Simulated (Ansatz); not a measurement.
**Geometry relaxation, with input and output: Zr11S25 (charge +2) (part 1 of 3)**

- system: Zr11S25 (defect cell, 36 atoms in the cell, total charge +2)
- method: DFT PBE, scalar-relativistic, plane waves, PAW, no spin polarisation (Ansatz 0.2.0)

The structure derives from a Materials Project entry. It belongs to a series of runs on one base structure; here: S on a Zr site (a), charge +2, atoms relaxed at the host's cell. Figures and captions count atoms from 1; the log counts them from 0 in places.

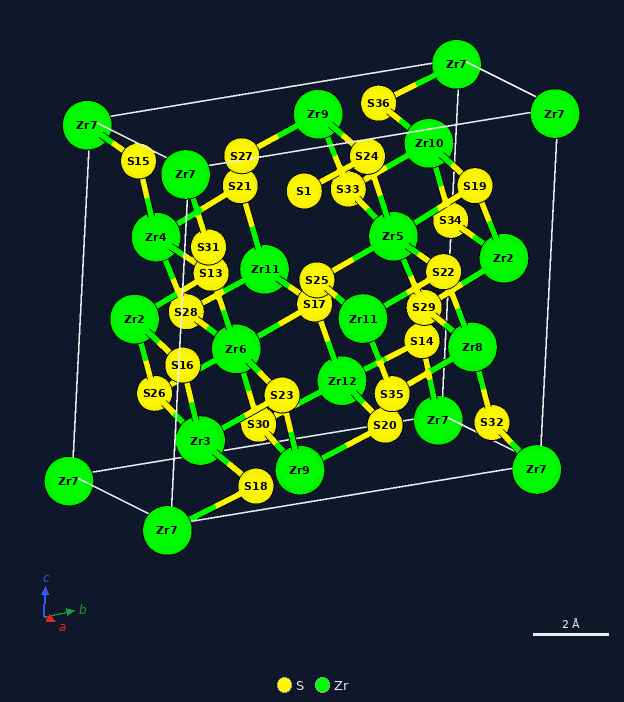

*The structure as given in the input (ball-and-stick view of the cell of the calculation, seen slightly off an axis; atoms are numbered from 1 in the order of the input). An atom can appear more than once, as a periodic image.*

Near neighbours in the periodic cell (some may lie outside the picture): S has 3 S at 2.12 to 2.14 Å; Zr has 6 S at 2.43 to 2.80 Å; S has 3 Zr at 2.52 to 2.64 Å; S has 1 S at 2.12 to 2.14 Å and 2 Zr at 2.76 to 2.80 Å; S has 2 Zr at 2.43 to 2.48 Å.

Input file
```yaml
crystal:
  lattice:
    - [-7.3704169265, 1.0e-10, -6.757906724]
    - [3.6852084633, 6.3829682948, -6.757906724]
    - [3.6852084632, -6.3829682949, -6.757906724]
  atoms:
    - { symbol: S, position: [0.8567809415, 0.3576297232, 0.8566216706] }
    - { symbol: Zr, position: [0.5077111487, 1.0084058139, 0.5081497001] }
    - { symbol: Zr, position: [0.650981857, 0.1661532317, 0.1597602501] }
    - { symbol: Zr, position: [0.1594525697, 0.1516848044, 0.6659196495] }
    - { symbol: Zr, position: [0.6655829191, 0.660006317, 0.6512970478] }
    - { symbol: Zr, position: [0.3322769932, 0.3384983613, 0.3438467456] }
    - { symbol: Zr, position: [-0.0003548775, -0.0080240368, -0.0145938686] }
    - { symbol: Zr, position: [0.8377805535, 0.8440259363, 0.3324982138] }
    - { symbol: Zr, position: [0.4914086109, 0.4856244405, -6.70166e-05] }
    - { symbol: Zr, position: [0.3433881617, 0.8328097812, 0.8382459361] }
    - { symbol: Zr, position: [0.9851980455, 0.5002815908, 0.4916487229] }
    - { symbol: Zr, position: [0.1745097362, 0.6750158413, 0.1748145689] }
    - { symbol: S, position: [0.3982838043, 0.2411750893, 0.5820287833] }
    - { symbol: S, position: [0.0731887828, 0.916006718, 0.2322337793] }
    - { symbol: S, position: [0.2357389614, 0.072040873, 0.9039350287] }
    - { symbol: S, position: [0.7404781876, 0.0822665825, 0.3985004093] }
    - { symbol: S, position: [0.2320603105, 0.5738154769, 0.4157987141] }
    - { symbol: S, position: [0.902831611, 0.2541615483, 0.0515938882] }
    - { symbol: S, position: [0.5816171805, 0.8988302058, 0.7409233672] }
    - { symbol: S, position: [0.4154040686, 0.7326598932, 0.0735177463] }
    - { symbol: S, position: [0.050865873, 0.4041897327, 0.7522384015] }
    - { symbol: S, position: [0.9035361855, 0.7364001478, 0.571611772] }
    - { symbol: S, position: [0.5715239039, 0.4040749244, 0.2359564331] }
    - { symbol: S, position: [0.7524840278, 0.5540054831, 0.9058655189] }
    - { symbol: S, position: [0.7571881344, 0.4320646536, 0.5801967231] }
    - { symbol: S, position: [0.422075242, 0.0969141021, 0.2727114258] }
    - { symbol: S, position: [0.5787121676, 0.2585938382, 0.9340619903] }
    - { symbol: S, position: [0.095204215, 0.2622576489, 0.4284479427] }
    - { symbol: S, position: [0.5962146995, 0.7730411269, 0.4224468826] }
    - { symbol: S, position: [0.2548990017, 0.4315465714, 0.1053515198] }
    - { symbol: S, position: [0.9356606362, 0.0823710174, 0.7572686548] }
    - { symbol: S, position: [0.7616583535, 0.9286939203, 0.0953149839] }
    - { symbol: S, position: [0.4281906437, 0.5956674382, 0.7620212396] }
    - { symbol: S, position: [0.2723838891, 0.9227275168, 0.5966628682] }
    - { symbol: S, position: [0.9310200844, 0.6055812122, 0.2551221997] }
    - { symbol: S, position: [0.1050918686, 0.7554189666, 0.9313760374] }
  host:
    lattice:
      - [3.6852084633, 0.0, 0.0]
      - [-1.8426042316, 3.1914841474, 0.0]
      - [0.0, 0.0, 6.757906724]
    atoms:
      - { symbol: Zr, position: [0.0, 0.0, 0.0] }
      - { symbol: S, position: [0.6666666667, 0.3333333333, 0.785683562] }
      - { symbol: S, position: [0.3333333333, 0.6666666667, 0.214316438] }
total_charge: 2
basis:
  ecutwfc: 420
  xc_grid: 2
kpoints:
  mp_grid: { grid: [2, 2, 2], shift: [0.5, 0.5, 0.5] }
hamiltonian:
  xc: pbe
scf:
  occupations: { method: gaussian, width: 0.01 }
output:
  forces: true
  stress: false
  eigenvalues: true
  charged_corrections:
    defect_position: [0.83333333, 0.33333333, 0.83333333]
    epsilon: [[53.0181, 0.0, 0.0], [0.0, 53.0181, 0.0], [0.0, 0.0, 3.7274]]
  write_density: true
  write_potential: true
  elf: true
  volumetric_format: npy
relax:
  adjacent_minimum: "off"
  f_tol: 0.025
  max_steps: 45
```

Machine: 4 threads of Intel Xeon @ 2.50GHz (Skylake/Cascade Lake), 189 GiB of memory available, shared host.

Launch command:
```bash
ansatz run input.yaml --threads 4 --pin off --max-ram 10240MiB --backend cpu --events-out ev --progress --plain --runs-dir out
```

Output
```
Engine: ansatz 0.2.0, x86_64-unknown-linux-gnu
Pseudopotentials: kind: paw
Pseudopotential: S, paw, valence charge 6, recommended cutoff 420 eV (normal), S.paw.azcp
Pseudopotential: Zr, paw, valence charge 12, recommended cutoff 420 eV (normal), Zr.paw.azcp
Functional definition: PBE
  parameter kappa = 0.804
  parameter beta = 0.06672455060314922
  exchange = pbe_x(kappa = kappa, mu = beta*pi^2/3)
  correlation = pbe_c(beta = beta)
Crystal: 36 atoms, lattice volume = 953.780 Å³
Basis set: ecut = 420 eV, 18641 PW (Γ), exchange–correlation on 144×144×144 points (8 copies of the dense FFT grid, shifted against one another)
Bands: 176, of which v1, the nominal top of the filled ones, is band 140 counted from 1 (139 counted from 0)
Symmetry: 1 space group operations
Space group: P1 (ITA 1), of the structure as read, at distance tolerance 9.8e-5 Å
k-points: 4 of 8 (time reversal used)
Non-local potential: S, projectors of the file, l = 0: 2, l = 1: 2, l = 2: 2
Non-local potential: Zr, projectors of the file, l = 0: 3, l = 1: 2, l = 2: 2, l = 3: 2
PAW form: soft (Blöchl's): semilocal exchange-correlation on the pseudo side does not see the compensation charge
PAW one-centre angular grid: S, 110 points (default); XC on 64 Gauss nodes
PAW one-centre angular grid: Zr, 590 points (default); XC on 64 Gauss nodes
Initial density: superposition of atomic densities (neutral atoms scaled as one to the charged cell's electrons: chi_scale 0, normalization atom), corrected by the library's trained network
Initial wavefunctions: pseudopotential atomic-orbital guess
Functional: x = pbe(κ = 0.804, μ = 0.2195149727645171), c = pbe(β = 0.06672455060314922)
SCF iter   1: F=—  HF=-68633.870770 eV  |F-HF|=—  |Δ(HF+E_count)|=         —  Δρ=1.19e-2  dr2=4.66e0  ethr=1.77e-3  ⟨swp⟩=6.0  Hψ=2645  notcnv=0  defer=73
preconditioner: auto → LDOS  [insulator: Δε(μ)=0.136 eV  Ē_g=7.053 eV  σ=0.010 eV  W_gap=0.63  n_scr=190 (ndim 8)  ℏωp=16.7 eV  f_vac=0.143  D(μ)=76.94/eV (n_scr^D=902)  ε∞_Penn≈6.6  β→1.0]
SCF iter   2: F=—  HF=-68633.168333 eV  |F-HF|=—  |Δ(HF+E_count)|=   7.02e-1  Δρ=1.24e-2  dr2=2.13e0  ethr=1.67e-3  ⟨swp⟩=3.0  Hψ=1386  notcnv=0  defer=113
SCF iter   3: F=—  HF=-68632.922880 eV  |F-HF|=—  |Δ(HF+E_count)|=   2.45e-1  Δρ=2.53e-3  dr2=5.60e-2  ethr=7.61e-4  ⟨swp⟩=3.2  Hψ=1381  notcnv=0  defer=113
SCF iter   4: F=—  HF=-68632.948339 eV  |F-HF|=—  |Δ(HF+E_count)|=   2.55e-2  Δρ=1.15e-3  dr2=2.40e-2  ethr=2.00e-5  ⟨swp⟩=2.0  Hψ=1160  notcnv=0  defer=113
SCF iter   5: F=—  HF=-68632.946503 eV  |F-HF|=—  |Δ(HF+E_count)|=   1.84e-3  Δρ=5.22e-4  dr2=6.59e-3  ethr=8.57e-6  ⟨swp⟩=2.8  Hψ=1130  notcnv=0  defer=113
SCF iter   6: F=—  HF=-68632.947297 eV  |F-HF|=—  |Δ(HF+E_count)|=   7.93e-4  Δρ=3.85e-4  dr2=4.10e-3  ethr=2.35e-6  ⟨swp⟩=1.0  Hψ=704  notcnv=0  defer=113
SCF iter   7: F=—  HF=-68632.946962 eV  |F-HF|=—  |Δ(HF+E_count)|=   3.35e-4  Δρ=2.83e-4  dr2=2.71e-3  ethr=1.46e-6  ⟨swp⟩=2.0  Hψ=607  notcnv=0  defer=113
SCF iter   8: F=—  HF=-68632.946612 eV  |F-HF|=—  |Δ(HF+E_count)|=   3.50e-4  Δρ=1.83e-4  dr2=1.05e-3  ethr=9.66e-7  ⟨swp⟩=2.0  Hψ=961  notcnv=0  defer=113
SCF iter   9: F=—  HF=-68632.946499 eV  |F-HF|=—  |Δ(HF+E_count)|=   1.13e-4  Δρ=1.23e-4  dr2=3.89e-4  ethr=3.74e-7  ⟨swp⟩=2.0  Hψ=916  notcnv=0  defer=113
SCF iter  10: F=—  HF=-68632.946481 eV  |F-HF|=—  |Δ(HF+E_count)|=   1.82e-5  Δρ=8.98e-5  dr2=2.21e-4  ethr=1.39e-7  ⟨swp⟩=2.8  Hψ=1035  notcnv=0  defer=113
SCF iter  11: F=—  HF=-68632.946454 eV  |F-HF|=—  |Δ(HF+E_count)|=   2.70e-5  Δρ=6.58e-5  dr2=8.88e-5  ethr=7.88e-8  ⟨swp⟩=2.0  Hψ=813  notcnv=0  defer=113
SCF iter  12: F=—  HF=-68632.946440 eV  |F-HF|=—  |Δ(HF+E_count)|=   1.41e-5  Δρ=4.27e-5  dr2=3.35e-5  ethr=3.17e-8  ⟨swp⟩=2.0  Hψ=816  notcnv=0  defer=113
SCF iter  13: F=-68632.946430 eV  HF=-68632.946437 eV  |F-HF|=6.47e-6  |Δ(HF+E_count)|=   3.20e-6  Δρ=1.98e-5  dr2=8.46e-6  ethr=5.58e-9  ⟨swp⟩=18.5  Hψ=7137  notcnv=0
SCF 1 converged in 13 iterations: F = -68632.946430 eV  dr2 = 8.46e-6
  greatest PAW one-centre occupation: 0.995 electrons in one spin orbital (limit 2), on the Zr atom at site 3 (counted from 0), in its partial waves of l = 0
relax step   1: F+E_penalty+E_count = -68632.94643018 eV  Δ(F+E_penalty+E_count) = +0.000e0 eV  max|allowed force component| = 2.321e-1 eV/Å  Δτ_max = 0.0000 Å  (13 SCF iters, dr2 threshold 1.56e-5 eV, accepted)
Initial density: handed on by an earlier stage of this run
Initial wavefunctions: those handed on with the density
iter 1 solved again at ethr=4.20e-5 eV; its pass at ethr=3.10e-3 eV (dr2=1.18e-1 eV) is discarded
SCF iter   1: F=—  HF=-68632.959464 eV  |F-HF|=—  |Δ(HF+E_count)|=         —  Δρ=2.61e-3  dr2=1.18e-1  ethr=4.20e-5  ⟨swp⟩=2.0  Hψ=1960  notcnv=0  defer=115
preconditioner: auto → LDOS  [insulator: Δε(μ)=0.144 eV  Ē_g=7.280 eV  σ=0.010 eV  W_gap=0.57  n_scr=190 (ndim 8)  ℏωp=16.7 eV  f_vac=0.148  D(μ)=74.69/eV (n_scr^D=848)  ε∞_Penn≈6.2  β→1.0]
SCF iter   2: F=—  HF=-68632.951979 eV  |F-HF|=—  |Δ(HF+E_count)|=   7.48e-3  Δρ=1.68e-3  dr2=5.00e-2  ethr=4.20e-5  ⟨swp⟩=3.2  Hψ=1109  notcnv=0  defer=115
SCF iter   3: F=—  HF=-68632.944211 eV  |F-HF|=—  |Δ(HF+E_count)|=   7.77e-3  Δρ=7.69e-4  dr2=2.35e-2  ethr=1.79e-5  ⟨swp⟩=3.0  Hψ=1144  notcnv=0  defer=115
SCF iter   4: F=—  HF=-68632.942917 eV  |F-HF|=—  |Δ(HF+E_count)|=   1.29e-3  Δρ=5.82e-4  dr2=1.58e-2  ethr=8.38e-6  ⟨swp⟩=2.0  Hψ=614  notcnv=0  defer=115
SCF iter   5: F=—  HF=-68632.941726 eV  |F-HF|=—  |Δ(HF+E_count)|=   1.19e-3  Δρ=4.52e-4  dr2=8.01e-3  ethr=5.63e-6  ⟨swp⟩=2.0  Hψ=598  notcnv=0  defer=115
SCF iter   6: F=—  HF=-68632.940496 eV  |F-HF|=—  |Δ(HF+E_count)|=   1.23e-3  Δρ=2.36e-4  dr2=1.61e-3  ethr=2.86e-6  ⟨swp⟩=2.0  Hψ=876  notcnv=0  defer=115
SCF iter   7: F=—  HF=-68632.941472 eV  |F-HF|=—  |Δ(HF+E_count)|=   9.77e-4  Δρ=1.59e-4  dr2=6.43e-4  ethr=5.74e-7  ⟨swp⟩=2.0  Hψ=947  notcnv=0  defer=115
SCF iter   8: F=—  HF=-68632.941443 eV  |F-HF|=—  |Δ(HF+E_count)|=   2.89e-5  Δρ=1.14e-4  dr2=3.61e-4  ethr=2.30e-7  ⟨swp⟩=2.0  Hψ=806  notcnv=0  defer=115
SCF iter   9: F=—  HF=-68632.941409 eV  |F-HF|=—  |Δ(HF+E_count)|=   3.40e-5  Δρ=8.22e-5  dr2=2.04e-4  ethr=1.29e-7  ⟨swp⟩=2.0  Hψ=605  notcnv=0  defer=115
SCF iter  10: F=—  HF=-68632.941384 eV  |F-HF|=—  |Δ(HF+E_count)|=   2.55e-5  Δρ=5.12e-5  dr2=7.85e-5  ethr=7.30e-8  ⟨swp⟩=2.0  Hψ=844  notcnv=0  defer=115
SCF iter  11: F=—  HF=-68632.941376 eV  |F-HF|=—  |Δ(HF+E_count)|=   8.14e-6  Δρ=3.16e-5  dr2=2.70e-5  ethr=2.80e-8  ⟨swp⟩=3.0  Hψ=1059  notcnv=0  defer=115
SCF iter  12: F=—  HF=-68632.941374 eV  |F-HF|=—  |Δ(HF+E_count)|=   1.45e-6  Δρ=2.20e-5  dr2=1.44e-5  ethr=9.63e-9  ⟨swp⟩=2.5  Hψ=1106  notcnv=0  defer=115
SCF iter  13: F=—  HF=-68632.941373 eV  |F-HF|=—  |Δ(HF+E_count)|=   1.07e-6  Δρ=1.62e-5  dr2=8.15e-6  ethr=5.16e-9  ⟨swp⟩=2.0  Hψ=1049  notcnv=0  defer=115
SCF iter  14: F=—  HF=-68632.941372 eV  |F-HF|=—  |Δ(HF+E_count)|=   8.66e-7  Δρ=1.17e-5  dr2=4.10e-6  ethr=2.91e-9  ⟨swp⟩=2.0  Hψ=807  notcnv=0  defer=115
SCF iter  15: F=-68632.941370 eV  HF=-68632.941372 eV  |F-HF|=1.48e-6  |Δ(HF+E_count)|=   4.21e-7  Δρ=8.66e-6  dr2=1.82e-6  ethr=1.20e-9  ⟨swp⟩=16.2  Hψ=5733  notcnv=0
SCF 2 converged in 15 iterations: F = -68632.941370 eV  dr2 = 1.82e-6
  greatest PAW one-centre occupation: 0.995 electrons in one spin orbital (limit 2), on the Zr atom at site 4 (counted from 0), in its partial waves of l = 0
relax step   2: F+E_penalty+E_count = -68632.94137050 eV  Δ(F+E_penalty+E_count) = +5.060e-3 eV  max|allowed force component| = 1.283e-1 eV/Å  Δτ_max = 0.0664 Å  (15 SCF iters, dr2 threshold 3.37e-6 eV, rejected (line search))
SCF iter   1: F=—  HF=-68632.976570 eV  |F-HF|=—  |Δ(HF+E_count)|=         —  Δρ=2.03e-3  dr2=8.07e-2  ethr=2.18e-4  ⟨swp⟩=3.0  Hψ=1284  notcnv=0  defer=115
preconditioner: auto → LDOS  [insulator: Δε(μ)=0.137 eV  Ē_g=7.269 eV  σ=0.010 eV  W_gap=0.62  n_scr=190 (ndim 8)  ℏωp=16.7 eV  f_vac=0.148  D(μ)=76.07/eV (n_scr^D=878)  ε∞_Penn≈6.3  β→1.0]
SCF iter   2: F=—  HF=-68632.971362 eV  |F-HF|=—  |Δ(HF+E_count)|=   5.21e-3  Δρ=1.30e-3  dr2=2.53e-2  ethr=2.88e-5  ⟨swp⟩=2.0  Hψ=1134  notcnv=0  defer=117
SCF iter   3: F=—  HF=-68632.968298 eV  |F-HF|=—  |Δ(HF+E_count)|=   3.06e-3  Δρ=6.92e-4  dr2=2.04e-2  ethr=9.03e-6  ⟨swp⟩=2.8  Hψ=1135  notcnv=0  defer=117
SCF iter   4: F=—  HF=-68632.967336 eV  |F-HF|=—  |Δ(HF+E_count)|=   9.62e-4  Δρ=5.65e-4  dr2=1.44e-2  ethr=7.30e-6  ⟨swp⟩=1.0  Hψ=587  notcnv=0  defer=117
SCF iter   5: F=—  HF=-68632.966036 eV  |F-HF|=—  |Δ(HF+E_count)|=   1.30e-3  Δρ=3.75e-4  dr2=5.94e-3  ethr=5.14e-6  ⟨swp⟩=2.0  Hψ=648  notcnv=0  defer=117
SCF iter   6: F=—  HF=-68632.965227 eV  |F-HF|=—  |Δ(HF+E_count)|=   8.09e-4  Δρ=1.92e-4  dr2=1.14e-3  ethr=2.12e-6  ⟨swp⟩=2.0  Hψ=874  notcnv=0  defer=117
SCF iter   7: F=—  HF=-68632.965149 eV  |F-HF|=—  |Δ(HF+E_count)|=   7.78e-5  Δρ=1.33e-4  dr2=4.44e-4  ethr=4.07e-7  ⟨swp⟩=2.0  Hψ=699  notcnv=0  defer=117
SCF iter   8: F=—  HF=-68632.965109 eV  |F-HF|=—  |Δ(HF+E_count)|=   4.05e-5  Δρ=9.40e-5  dr2=2.34e-4  ethr=1.59e-7  ⟨swp⟩=2.0  Hψ=694  notcnv=0  defer=117
SCF iter   9: F=—  HF=-68632.965082 eV  |F-HF|=—  |Δ(HF+E_count)|=   2.64e-5  Δρ=6.45e-5  dr2=1.05e-4  ethr=8.35e-8  ⟨swp⟩=2.0  Hψ=807  notcnv=0  defer=117
SCF iter  10: F=—  HF=-68632.965065 eV  |F-HF|=—  |Δ(HF+E_count)|=   1.70e-5  Δρ=3.81e-5  dr2=3.76e-5  ethr=3.77e-8  ⟨swp⟩=2.0  Hψ=902  notcnv=0  defer=117
SCF iter  11: F=—  HF=-68632.966223 eV  |F-HF|=—  |Δ(HF+E_count)|=   1.16e-3  Δρ=2.45e-5  dr2=1.59e-5  ethr=1.34e-8  ⟨swp⟩=2.2  Hψ=968  notcnv=0  defer=117
SCF iter  12: F=—  HF=-68632.966221 eV  |F-HF|=—  |Δ(HF+E_count)|=   1.77e-6  Δρ=1.76e-5  dr2=7.32e-6  ethr=5.66e-9  ⟨swp⟩=2.2  Hψ=895  notcnv=0  defer=117
SCF iter  13: F=—  HF=-68632.966220 eV  |F-HF|=—  |Δ(HF+E_count)|=   1.12e-6  Δρ=1.05e-5  dr2=2.53e-6  ethr=2.61e-9  ⟨swp⟩=2.0  Hψ=869  notcnv=0  defer=117
SCF iter  14: F=—  HF=-68632.966220 eV  |F-HF|=—  |Δ(HF+E_count)|=   3.43e-7  Δρ=6.34e-6  dr2=9.96e-7  ethr=9.03e-10  ⟨swp⟩=2.0  Hψ=1026  notcnv=0  defer=117
SCF iter  15: F=—  HF=-68632.966220 eV  |F-HF|=—  |Δ(HF+E_count)|=   9.62e-8  Δρ=3.95e-6  dr2=4.99e-7  ethr=3.56e-10  ⟨swp⟩=2.0  Hψ=1007  notcnv=0  defer=117
SCF iter  16: F=—  HF=-68632.966220 eV  |F-HF|=—  |Δ(HF+E_count)|=   1.61e-8  Δρ=3.09e-6  dr2=3.18e-7  ethr=1.78e-10  ⟨swp⟩=2.0  Hψ=699  notcnv=0  defer=117
SCF iter  17: F=—  HF=-68632.966220 eV  |F-HF|=—  |Δ(HF+E_count)|=   1.59e-8  Δρ=2.43e-6  dr2=2.15e-7  ethr=1.14e-10  ⟨swp⟩=2.0  Hψ=603  notcnv=0  defer=117
SCF iter  18: F=—  HF=-68632.966220 eV  |F-HF|=—  |Δ(HF+E_count)|=   2.34e-8  Δρ=1.94e-6  dr2=1.02e-7  ethr=7.68e-11  ⟨swp⟩=2.0  Hψ=803  notcnv=0  defer=117
SCF iter  19: F=-68632.966220 eV  HF=-68632.966220 eV  |F-HF|=4.16e-8  |Δ(HF+E_count)|=   9.66e-9  Δρ=1.33e-6  dr2=4.95e-8  ethr=3.57e-11  ⟨swp⟩=13.8  Hψ=4889  notcnv=0
SCF 3 converged in 19 iterations: F = -68632.966220 eV  dr2 = 4.95e-8
  greatest PAW one-centre occupation: 0.995 electrons in one spin orbital (limit 2), on the Zr atom at site 10 (counted from 0), in its partial waves of l = 0
relax step   3: F+E_penalty+E_count = -68632.96621961 eV  Δ(F+E_penalty+E_count) = -1.979e-2 eV  max|allowed force component| = 3.971e-2 eV/Å  Δτ_max = 0.0332 Å  (19 SCF iters, accepted)
SCF iter   1: F=—  HF=-68632.965757 eV  |F-HF|=—  |Δ(HF+E_count)|=         —  Δρ=2.66e-4  dr2=8.08e-4  ethr=7.50e-6  ⟨swp⟩=3.0  Hψ=1280  notcnv=0  defer=113
preconditioner: auto → LDOS  [insulator: Δε(μ)=0.144 eV  Ē_g=7.271 eV  σ=0.010 eV  W_gap=0.66  n_scr=190 (ndim 8)  ℏωp=16.7 eV  f_vac=0.148  D(μ)=77.13/eV (n_scr^D=902)  ε∞_Penn≈6.2  β→1.0]
SCF iter   2: F=—  HF=-68632.965712 eV  |F-HF|=—  |Δ(HF+E_count)|=   4.47e-5  Δρ=1.55e-4  dr2=4.09e-4  ethr=2.89e-7  ⟨swp⟩=2.0  Hψ=1298  notcnv=0  defer=113
SCF iter   3: F=—  HF=-68632.965624 eV  |F-HF|=—  |Δ(HF+E_count)|=   8.79e-5  Δρ=5.62e-5  dr2=8.63e-5  ethr=1.46e-7  ⟨swp⟩=2.0  Hψ=1109  notcnv=0  defer=113
SCF iter   4: F=—  HF=-68632.966775 eV  |F-HF|=—  |Δ(HF+E_count)|=   1.15e-3  Δρ=3.96e-5  dr2=5.23e-5  ethr=3.08e-8  ⟨swp⟩=3.0  Hψ=1054  notcnv=0  defer=113
SCF iter   5: F=—  HF=-68632.966773 eV  |F-HF|=—  |Δ(HF+E_count)|=   2.80e-6  Δρ=3.29e-5  dr2=3.68e-5  ethr=1.87e-8  ⟨swp⟩=1.8  Hψ=596  notcnv=0  defer=113
SCF iter   6: F=—  HF=-68632.966767 eV  |F-HF|=—  |Δ(HF+E_count)|=   5.36e-6  Δρ=2.11e-5  dr2=1.16e-5  ethr=1.31e-8  ⟨swp⟩=2.0  Hψ=898  notcnv=0  defer=113
SCF iter   7: F=—  HF=-68632.966766 eV  |F-HF|=—  |Δ(HF+E_count)|=   1.74e-6  Δρ=1.17e-5  dr2=3.45e-6  ethr=4.15e-9  ⟨swp⟩=2.0  Hψ=977  notcnv=0  defer=113
SCF iter   8: F=—  HF=-68632.966765 eV  |F-HF|=—  |Δ(HF+E_count)|=   2.05e-7  Δρ=6.81e-6  dr2=1.36e-6  ethr=1.23e-9  ⟨swp⟩=2.0  Hψ=969  notcnv=0  defer=113
SCF iter   9: F=—  HF=-68632.966765 eV  |F-HF|=—  |Δ(HF+E_count)|=   5.29e-8  Δρ=5.12e-6  dr2=8.63e-7  ethr=4.84e-10  ⟨swp⟩=2.0  Hψ=602  notcnv=0  defer=113
SCF iter  10: F=—  HF=-68632.966765 eV  |F-HF|=—  |Δ(HF+E_count)|=   8.13e-8  Δρ=3.69e-6  dr2=4.47e-7  ethr=3.08e-10  ⟨swp⟩=1.0  Hψ=591  notcnv=0  defer=113
SCF iter  11: F=—  HF=-68632.966765 eV  |F-HF|=—  |Δ(HF+E_count)|=   6.50e-8  Δρ=2.18e-6  dr2=1.26e-7  ethr=1.60e-10  ⟨swp⟩=3.0  Hψ=1101  notcnv=0  defer=113
SCF iter  12: F=-68632.966765 eV  HF=-68632.966765 eV  |F-HF|=2.67e-8  |Δ(HF+E_count)|=   1.27e-8  Δρ=1.19e-6  dr2=3.34e-8  ethr=3.57e-11  ⟨swp⟩=12.2  Hψ=4644  notcnv=0
SCF 4 converged in 12 iterations: F = -68632.966765 eV  dr2 = 3.34e-8
relax step   4: F+E_penalty+E_count = -68632.96676507 eV  Δ(F+E_penalty+E_count) = -5.455e-4 eV  max|allowed force component| = 4.225e-3 eV/Å  Δτ_max = 0.0118 Å  (12 SCF iters, accepted)
```
